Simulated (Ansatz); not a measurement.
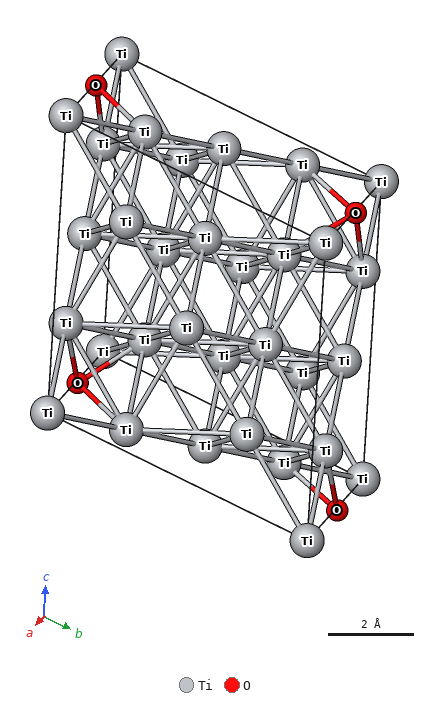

The structure as given in the input (ball-and-stick view of the cell of the calculation, seen slightly off an axis). An atom can appear more than once, as a periodic image.

**Run report: Ti$_{16}$O, geometry relaxation (part 1 of 2)**

Ti$_{16}$O (defect cell, 17 atoms in the cell), computed with DFT PBE, scalar-relativistic, plane waves, PAW, no spin polarisation (Ansatz 0.2.0).

The structure derives from an entry of the Crystallography Open Database. It belongs to a series of runs on one base structure; here: O interstitial, charge +0, atoms relaxed.

### The program's output
```
Engine: ansatz 0.2.0, x86_64-unknown-linux-gnu
Pseudopotentials: kind: paw
Pseudopotential: Ti, paw, valence charge 12, recommended cutoff 420 eV (normal), Ti.paw.azcp
Pseudopotential: O, paw, valence charge 6, recommended cutoff 420 eV (normal), O.paw.azcp
Functional definition: PBE
  parameter kappa = 0.804
  parameter beta = 0.06672455060314922
  exchange = pbe_x(kappa = kappa, mu = beta*pi^2/3)
  correlation = pbe_c(beta = beta)
Crystal: 17 atoms, lattice volume = 278.119 Å³
Basis set: ecut = 420 eV, 5425 PW (Γ), exchange–correlation on 96×96×96 points (8 copies of the dense FFT grid, shifted against one another)
Bands: 119, of which v1, the nominal top of the filled ones, is band 99 counted from 1 (98 counted from 0)
Symmetry: 1 space group operations
Space group: P1 (ITA 1), of the structure as read, at distance tolerance 6.5e-5 Å
k-points: 32 of 64 (time reversal used)
Non-local potential: Ti, projectors of the file, l = 0: 3, l = 1: 2, l = 2: 3, l = 3: 1
Non-local potential: O, projectors of the file, l = 0: 2, l = 1: 2, l = 2: 1
PAW form: soft (Blöchl's): semilocal exchange-correlation on the pseudo side does not see the compensation charge
PAW one-centre angular grid: Ti, 590 points (default); XC on 64 Gauss nodes
PAW one-centre angular grid: O, 110 points (default); XC on 64 Gauss nodes
Initial density: superposition of atomic densities (neutral atoms: chi_scale 0, normalization atom), corrected by the library's trained network
Initial wavefunctions: pseudopotential atomic-orbital guess
Functional: x = pbe(κ = 0.804, μ = 0.2195149727645171), c = pbe(β = 0.06672455060314922)
SCF iter   1: F=—  HF=-40564.128270 eV  |F-HF|=—  |Δ(HF+E_count)|=         —  Δρ=8.80e-3  dr2=4.11e-1  ethr=1.77e-3  ⟨swp⟩=7.0  Hψ=15139  notcnv=0
preconditioner: auto → Kerker (q_TF=auto, 2.578 Å⁻¹)  [metal: Δε(μ)=0.078 eV  Ē_g=2.820 eV  σ=0.100 eV  W_gap=0.40  n_scr=78 (ndim 8)  ℏωp=18.4 eV  f_vac=0.000  D(μ)=17.34/eV (n_scr^D=176)]
SCF iter   2: F=—  HF=-40564.104896 eV  |F-HF|=—  |Δ(HF+E_count)|=   2.34e-2  Δρ=3.15e-3  dr2=5.00e-2  ethr=2.07e-4  ⟨swp⟩=1.2  Hψ=4531  notcnv=0  defer=6
SCF iter   3: F=—  HF=-40564.103706 eV  |F-HF|=—  |Δ(HF+E_count)|=   1.19e-3  Δρ=7.17e-4  dr2=9.86e-4  ethr=2.52e-5  ⟨swp⟩=2.0  Hψ=4345  notcnv=0  defer=6
SCF iter   4: F=—  HF=-40564.103703 eV  |F-HF|=—  |Δ(HF+E_count)|=   3.39e-6  Δρ=2.47e-4  dr2=1.48e-4  ethr=4.98e-7  ⟨swp⟩=2.0  Hψ=4724  notcnv=0  defer=6
SCF iter   5: F=—  HF=-40564.103675 eV  |F-HF|=—  |Δ(HF+E_count)|=   2.74e-5  Δρ=6.85e-5  dr2=1.12e-5  ethr=7.50e-8  ⟨swp⟩=2.0  Hψ=4650  notcnv=0  defer=6
SCF iter   6: F=-40564.103674 eV  HF=-40564.103675 eV  |F-HF|=1.04e-6  |Δ(HF+E_count)|=   8.04e-7  Δρ=2.48e-5  dr2=1.74e-6  ethr=5.05e-9  ⟨swp⟩=10.0  Hψ=14101  notcnv=0
SCF 1 converged in 6 iterations: F = -40564.103674 eV  dr2 = 1.74e-6
  greatest PAW one-centre occupation: 0.999 electrons in one spin orbital (limit 2), on the Ti atom at site 12 (counted from 0), in its partial waves of l = 0
relax step   1: F+E_penalty+E_count = -40564.10367353 eV  Δ(F+E_penalty+E_count) = +0.000e0 eV  max|allowed force component| = 1.938e0 eV/Å  Δτ_max = 0.0000 Å  (6 SCF iters, dr2 threshold 1.00e-5 eV, accepted)
Initial density: handed on by an earlier stage of this run
Initial wavefunctions: those handed on with the density
iter 1 solved again at ethr=1.58e-4 eV; its pass at ethr=3.10e-3 eV (dr2=3.12e-1 eV) is discarded
SCF iter   1: F=—  HF=-40564.279290 eV  |F-HF|=—  |Δ(HF+E_count)|=         —  Δρ=6.57e-3  dr2=3.05e-1  ethr=1.58e-4  ⟨swp⟩=1.0  Hψ=11116  notcnv=0  defer=241
preconditioner: auto → Kerker (q_TF=auto, 2.578 Å⁻¹)  [metal: Δε(μ)=0.077 eV  Ē_g=2.790 eV  σ=0.100 eV  W_gap=0.41  n_scr=78 (ndim 8)  ℏωp=18.4 eV  f_vac=0.000  D(μ)=17.02/eV (n_scr^D=176)]
SCF iter   2: F=—  HF=-40564.254765 eV  |F-HF|=—  |Δ(HF+E_count)|=   2.45e-2  Δρ=3.03e-3  dr2=6.87e-2  ethr=1.54e-4  ⟨swp⟩=2.0  Hψ=3623  notcnv=0  defer=241
SCF iter   3: F=—  HF=-40564.245457 eV  |F-HF|=—  |Δ(HF+E_count)|=   9.31e-3  Δρ=7.44e-4  dr2=3.10e-3  ethr=3.47e-5  ⟨swp⟩=2.0  Hψ=4661  notcnv=0  defer=241
SCF iter   4: F=—  HF=-40564.244812 eV  |F-HF|=—  |Δ(HF+E_count)|=   6.44e-4  Δρ=4.14e-4  dr2=4.12e-4  ethr=1.56e-6  ⟨swp⟩=2.0  Hψ=4896  notcnv=0  defer=241
iter 5 did not close the SCF: its close was put off for the readings that it lacked (scf_convergence_deferred on its scf_iter line)
SCF iter   5: F=-40564.244697 eV  HF=-40564.244722 eV  |F-HF|=2.50e-5  |Δ(HF+E_count)|=   9.06e-5  Δρ=9.04e-5  dr2=3.83e-5  ethr=2.08e-7  ⟨swp⟩=2.1  Hψ=5255  notcnv=0  defer=239
SCF iter   6: F=-40564.244715 eV  HF=-40564.244716 eV  |F-HF|=9.67e-7  |Δ(HF+E_count)|=   5.68e-6  Δρ=2.38e-5  dr2=1.91e-6  ethr=1.94e-8  ⟨swp⟩=9.3  Hψ=13490  notcnv=0
SCF 2 converged in 6 iterations: F = -40564.244715 eV  dr2 = 1.91e-6
  greatest PAW one-centre occupation: 0.999 electrons in one spin orbital (limit 2), on the Ti atom at site 3 (counted from 0), in its partial waves of l = 0
relax step   2: F+E_penalty+E_count = -40564.24471520 eV  Δ(F+E_penalty+E_count) = -1.410e-1 eV  max|allowed force component| = 9.110e-1 eV/Å  Δτ_max = 0.0741 Å  (6 SCF iters, dr2 threshold 1.00e-4 eV, accepted)
SCF iter   1: F=—  HF=-40564.351303 eV  |F-HF|=—  |Δ(HF+E_count)|=         —  Δρ=5.76e-3  dr2=3.22e-1  ethr=5.41e-4  ⟨swp⟩=3.6  Hψ=6672  notcnv=0  defer=239
preconditioner: auto → Kerker (q_TF=auto, 2.578 Å⁻¹)  [metal: Δε(μ)=0.086 eV  Ē_g=2.787 eV  σ=0.100 eV  W_gap=0.45  n_scr=78 (ndim 8)  ℏωp=18.4 eV  f_vac=0.000  D(μ)=16.67/eV (n_scr^D=176)]
SCF iter   2: F=—  HF=-40564.332578 eV  |F-HF|=—  |Δ(HF+E_count)|=   1.87e-2  Δρ=2.09e-3  dr2=5.15e-2  ethr=1.63e-4  ⟨swp⟩=1.0  Hψ=4384  notcnv=0  defer=239
SCF iter   3: F=—  HF=-40564.328120 eV  |F-HF|=—  |Δ(HF+E_count)|=   4.46e-3  Δρ=6.11e-4  dr2=1.81e-3  ethr=2.60e-5  ⟨swp⟩=2.0  Hψ=4187  notcnv=0  defer=239
SCF iter   4: F=—  HF=-40564.327808 eV  |F-HF|=—  |Δ(HF+E_count)|=   3.11e-4  Δρ=2.88e-4  dr2=2.78e-4  ethr=9.12e-7  ⟨swp⟩=2.0  Hψ=4700  notcnv=0  defer=239
iter 5 did not close the SCF: its close was put off for the readings that it lacked (scf_convergence_deferred on its scf_iter line)
SCF iter   5: F=-40564.327750 eV  HF=-40564.327767 eV  |F-HF|=1.70e-5  |Δ(HF+E_count)|=   4.14e-5  Δρ=6.74e-5  dr2=2.23e-5  ethr=1.40e-7  ⟨swp⟩=2.0  Hψ=4580  notcnv=0  defer=239
SCF iter   6: F=-40564.327763 eV  HF=-40564.327765 eV  |F-HF|=1.35e-6  |Δ(HF+E_count)|=   2.47e-6  Δρ=2.54e-5  dr2=2.15e-6  ethr=1.13e-8  ⟨swp⟩=9.0  Hψ=12503  notcnv=0
SCF 3 converged in 6 iterations: F = -40564.327763 eV  dr2 = 2.15e-6
  greatest PAW one-centre occupation: 0.999 electrons in one spin orbital (limit 2), on the Ti atom at site 9 (counted from 0), in its partial waves of l = 0
relax step   3: F+E_penalty+E_count = -40564.32776321 eV  Δ(F+E_penalty+E_count) = -8.305e-2 eV  max|allowed force component| = 4.387e-1 eV/Å  Δτ_max = 0.0475 Å  (6 SCF iters, dr2 threshold 5.19e-5 eV, accepted)
SCF iter   1: F=—  HF=-40564.426059 eV  |F-HF|=—  |Δ(HF+E_count)|=         —  Δρ=9.26e-3  dr2=8.84e-1  ethr=1.74e-3  ⟨swp⟩=2.4  Hψ=6200  notcnv=0  defer=238
preconditioner: auto → Resta (q_TF=auto, 2.578 Å⁻¹)  ε∞=44.2  [insulator: Δε(μ)=0.102 eV  Ē_g=2.795 eV  σ=0.100 eV  W_gap=0.53  n_scr=78 (ndim 8)  ℏωp=18.4 eV  f_vac=0.000  D(μ)=16.82/eV (n_scr^D=176)  ε∞_Penn≈44.2]
SCF iter   2: F=—  HF=-40564.369389 eV  |F-HF|=—  |Δ(HF+E_count)|=   5.67e-2  Δρ=3.41e-3  dr2=1.37e-1  ethr=4.47e-4  ⟨swp⟩=1.0  Hψ=4384  notcnv=0  defer=240
SCF iter   3: F=—  HF=-40564.354699 eV  |F-HF|=—  |Δ(HF+E_count)|=   1.47e-2  Δρ=8.63e-4  dr2=3.72e-3  ethr=6.93e-5  ⟨swp⟩=2.0  Hψ=4659  notcnv=0  defer=240
SCF iter   4: F=—  HF=-40564.353703 eV  |F-HF|=—  |Δ(HF+E_count)|=   9.97e-4  Δρ=1.99e-4  dr2=3.33e-4  ethr=1.88e-6  ⟨swp⟩=2.0  Hψ=4773  notcnv=0  defer=240
iter 5 did not close the SCF: its close was put off for the readings that it lacked (scf_convergence_deferred on its scf_iter line)
SCF iter   5: F=-40564.353666 eV  HF=-40564.353671 eV  |F-HF|=5.23e-6  |Δ(HF+E_count)|=   3.15e-5  Δρ=5.35e-5  dr2=9.56e-6  ethr=1.68e-7  ⟨swp⟩=2.0  Hψ=4759  notcnv=0  defer=240
SCF iter   6: F=-40564.353670 eV  HF=-40564.353671 eV  |F-HF|=8.18e-7  |Δ(HF+E_count)|=   7.30e-7  Δρ=1.83e-5  dr2=1.22e-6  ethr=4.83e-9  ⟨swp⟩=9.2  Hψ=13452  notcnv=0
SCF 4 converged in 6 iterations: F = -40564.353670 eV  dr2 = 1.22e-6
  greatest PAW one-centre occupation: 0.999 electrons in one spin orbital (limit 2), on the Ti atom at site 7 (counted from 0), in its partial waves of l = 0
relax step   4: F+E_penalty+E_count = -40564.35366973 eV  Δ(F+E_penalty+E_count) = -2.591e-2 eV  max|allowed force component| = 1.327e-2 eV/Å  Δτ_max = 0.0627 Å  (6 SCF iters, dr2 threshold 4.25e-5 eV, accepted)
iter 1 solved again at ethr=6.22e-10 eV; its pass at ethr=3.10e-3 eV (dr2=1.23e-6 eV) is discarded
SCF iter   1: F=—  HF=-40564.353604 eV  |F-HF|=—  |Δ(HF+E_count)|=         —  Δρ=1.83e-5  dr2=1.23e-6  ethr=6.22e-10  ⟨swp⟩=1.0  Hψ=9024  notcnv=0
preconditioner: auto → Resta (q_TF=auto, 2.578 Å⁻¹)  ε∞=44.2  [insulator: Δε(μ)=0.112 eV  Ē_g=2.793 eV  σ=0.100 eV  W_gap=0.57  n_scr=78 (ndim 8)  ℏωp=18.4 eV  f_vac=0.000  D(μ)=16.57/eV (n_scr^D=176)  ε∞_Penn≈44.2]
SCF iter   2: F=—  HF=-40564.353670 eV  |F-HF|=—  |Δ(HF+E_count)|=   6.60e-5  Δρ=9.07e-6  dr2=2.94e-7  ethr=6.22e-10  ⟨swp⟩=2.0  Hψ=3819  notcnv=0
iter 3 did not close the SCF: its close was put off for the readings that it lacked (scf_convergence_deferred on its scf_iter line)
SCF iter   3: F=-40564.353670 eV  HF=-40564.353670 eV  |F-HF|=1.18e-8  |Δ(HF+E_count)|=   2.26e-8  Δρ=3.45e-6  dr2=3.44e-8  ethr=1.49e-10  ⟨swp⟩=2.0  Hψ=4380  notcnv=0
iter 4 did not close the SCF: its close was put off for the readings that it lacked (scf_convergence_deferred on its scf_iter line)
SCF iter   4: F=-40564.353670 eV  HF=-40564.353670 eV  |F-HF|=1.48e-9  |Δ(HF+E_count)|=   3.82e-9  Δρ=9.73e-7  dr2=2.70e-9  ethr=1.74e-11  ⟨swp⟩=2.0  Hψ=4584  notcnv=0
iter 5 did not close the SCF: its close was put off for the readings that it lacked (scf_convergence_deferred on its scf_iter line)
SCF iter   5: F=-40564.353670 eV  HF=-40564.353670 eV  |F-HF|=1.38e-10  |Δ(HF+E_count)|=  4.73e-10  Δρ=1.93e-7  dr2=1.90e-10  ethr=1.36e-12  ⟨swp⟩=2.0  Hψ=4595  notcnv=0
SCF iter   6: F=-40564.353670 eV  HF=-40564.353670 eV  |F-HF|=1.46e-11  |Δ(HF+E_count)|=  3.64e-11  Δρ=3.08e-8  dr2=4.05e-12  ethr=1.00e-12  ⟨swp⟩=1.0  Hψ=7504  notcnv=0
SCF 5 converged in 6 iterations: F = -40564.353670 eV  dr2 = 4.05e-12
relax step   5: F+E_penalty+E_count = -40564.35367040 eV  Δ(F+E_penalty+E_count) = -6.683e-7 eV  max|allowed force component| = 1.344e-2 eV/Å  Δτ_max = 0.0000 Å  (6 SCF iters, accepted)
```

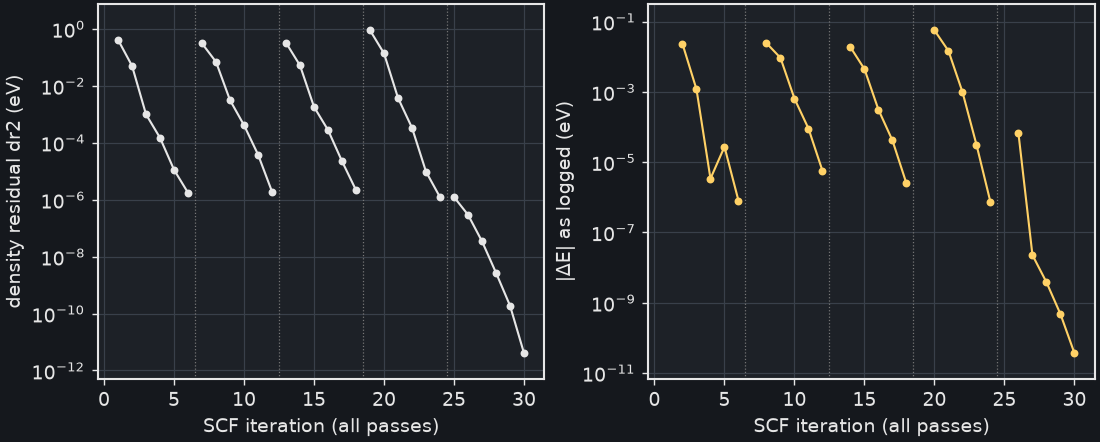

Convergence of the self-consistent field: density residual dr2 and size of the energy change against the SCF iteration. The dotted lines part the SCF passes of the relaxation: geometry steps, rejected trials and re-solves on a re-selected basis. The 5 passes take 6 iterations each, 30 in all.

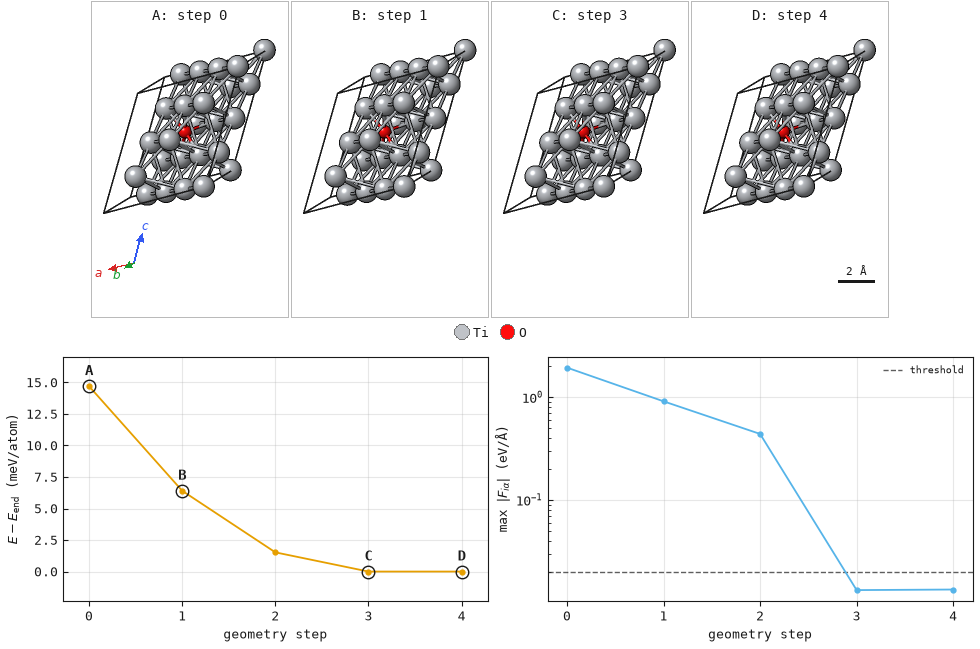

Frames of the relaxation (ball-and-stick view of the cell of the calculation (origin shifted), seen at an oblique angle) above the curves, on which the letters mark them (the first geometry is step 0 here and step 1 in the log).

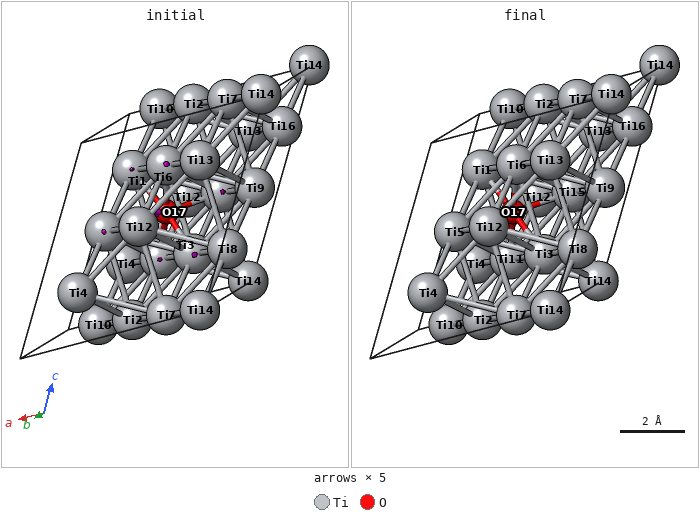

Before (left) and after (right) the relaxation, at one scale (ball-and-stick view of the cell of the calculation (origin shifted), seen at an oblique angle). The pink arrows give the displacements, magnified 5 times. The atom that moves furthest is O17 (0.16 Å). Largest moves by element: O 0.16 Å, Ti 0.04 Å. The cell doesn't change. Among the contacts that change: Ti3–O17 1.927 → 2.087 Å, Ti6–O17 1.970 → 2.087 Å, Ti1–O17 2.190 → 2.087 Å, Ti15–O17 2.006 → 2.087 Å. Among the angles that change: Ti5–O17–Ti15 171.1° → 179.9°, Ti6–O17–Ti11 172.0° → 179.9°, Ti3–O17–Ti6 96.5° → 90.1°. The energy falls by 14.7 meV per atom in 4 geometry steps. The largest force component goes from 1.9 to 0.013 eV/Å. (Atoms are counted from 1 in the order of the input.)

```
SCF converged after 6 iterations
Free energy (F): -40564.353670 eV
Harris-Foulkes:  -40564.353670 eV  (|F-HF|=1.46e-11)
Internal energy: -40564.270819 eV  (E = F + TS)
E sigma→0 (E₀):  -40564.312245 eV
Entropy (-TS):   -0.082851 eV (-4.874 meV/atom)
Fermi energy:    13.553024 eV
--- Per-component energies (eV) ---
  E_band       = -2455.555358
  E_kinetic    = 4541.672697
  E_local      = -13255.876118  (includes V_loc(G=0)·N_el)
  E_nonlocal   = 176.578945
  E_hartree    = 5450.643873
  E_xc         = -1635.837423
  E_vxc        = -2048.840883  (∫ρ·V_xc dr)
  E_paw        = -16919.983582  (= ΣΔE_a)
  E_vpaw       = -2770.381839  (= ΣTr[D̂ρ^β])
  E_aug_tail   = 0.004062  (compensation charges beyond the density's cutoff)
  E_ewald      = -18921.473272
  E_smearing   = -0.082851  (= −TS)
  E_closure    = 0.000000  (closes the sum)
  Σ components = -40564.353670   (vs F -40564.353670, Δ=0.00e0)
--- Forces (eV/Å), atoms counted from 1 ---
  atom   1  Ti     0.00155585     0.00223184    -0.01344019
  atom   2  Ti    -0.00227557    -0.00350185    -0.00470715
  atom   3  Ti     0.00377589     0.00602505     0.00453884
  atom   4  Ti    -0.00029419     0.00109769     0.00058115
  atom   5  Ti    -0.00809392     0.00376214     0.00489193
  atom   6  Ti     0.00357051     0.00305266     0.00793942
  atom   7  Ti     0.00023775    -0.00006622     0.00113872
  atom   8  Ti     0.00049229     0.00083694    -0.00016368
  atom   9  Ti    -0.00217033    -0.00406022    -0.00566269
  atom  10  Ti     0.00057642     0.00065443     0.00008269
  atom  11  Ti     0.00206699    -0.01092242     0.00384392
  atom  12  Ti    -0.00217924    -0.00499034    -0.00614143
  atom  13  Ti     0.00063271    -0.00039217     0.00073774
  atom  14  Ti    -0.00326612    -0.00319462    -0.00555475
  atom  15  Ti     0.00257118     0.00534771     0.00741842
  atom  16  Ti    -0.00019628     0.00033767     0.00145888
  atom  17  O      0.00299554     0.00378089     0.00303692
  max |Σ_I F_I| component: 1.27e-6 eV/Å
--- Band table (eV; the first three rows and the last of 32) ---
```
